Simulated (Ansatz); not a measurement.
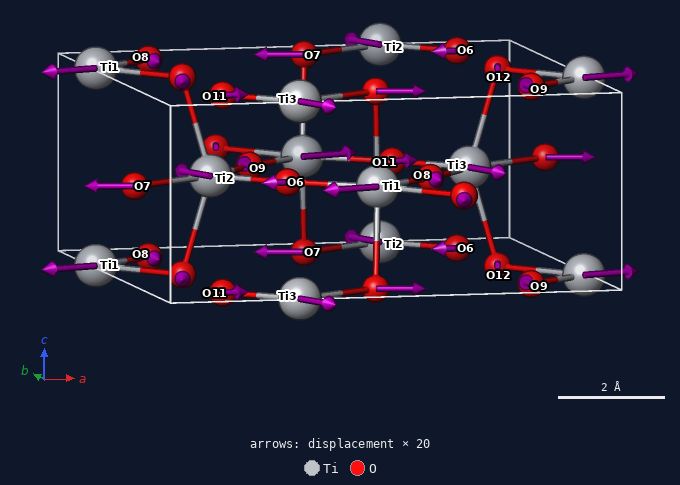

A relaxation of a crystal of TiO₂ (built on the database structure type). The starting structure is drawn; purple arrows show the displacements (the part carried along by the change of the cell is left out), magnified 20 times.

The picture is a ball-and-stick view of the conventional cell (2 times the calculation's cell), seen slightly off an axis. Lengths and directions refer to the drawn axes.

Level of theory: DFT, PBEsol, plane waves, PAW in Ansatz. (plane-wave cutoff 420 eV; k-point mesh 6 × 6 × 6; occupations fermi dirac; smearing width 0.02 eV; no spin polarisation; cell and atoms relaxed; force threshold 0.005 eV/Å)

Question: Describe the change and its energy.

Answer: The largest moves relative to the cell, 0.063 Å, are those of Ti atoms. By element the largest moves are Ti 0.063 Å, O 0.049 Å. The volume changes by −3.3 %, with a = b 8.809 → 8.664 Å (−1.6 %), c 3.765 → 3.762 Å (−0.1 %). Among the contacts that change: O–Ti 2.398 → 2.261 Å, Ti–Ti 3.229 → 3.166 Å, O–Ti 1.858 → 1.813 Å, O–Ti 1.771 → 1.785 Å. Bond angles that change, for instance: O–Ti–O 103.6° → 100.6°, Ti–O–Ti 102.5° → 99.7°, O–Ti–O 95.3° → 97.8°. The space group stays I4/m (No. 87). The energy falls by 7.7 meV per atom in 6 accepted moves (9 points after the start). Largest force component: 0.067 eV/Å at the start, 0.00061 eV/Å at the end. Pressure: −5.52 GPa at the start and −0.01 GPa at the end. The line search rejected the trial step at point 4 of the run. The SCF was repeated twice at an unchanged geometry on a basis and grid sized afresh for the cell, which shifted the energy by 1.4 meV per atom at most. Cost: 44 s on 1 × NVIDIA H100 80GB HBM3 with 2 threads of AMD EPYC 7R13 Processor (Zen 3) (shared host), peak memory 1.3 GiB.
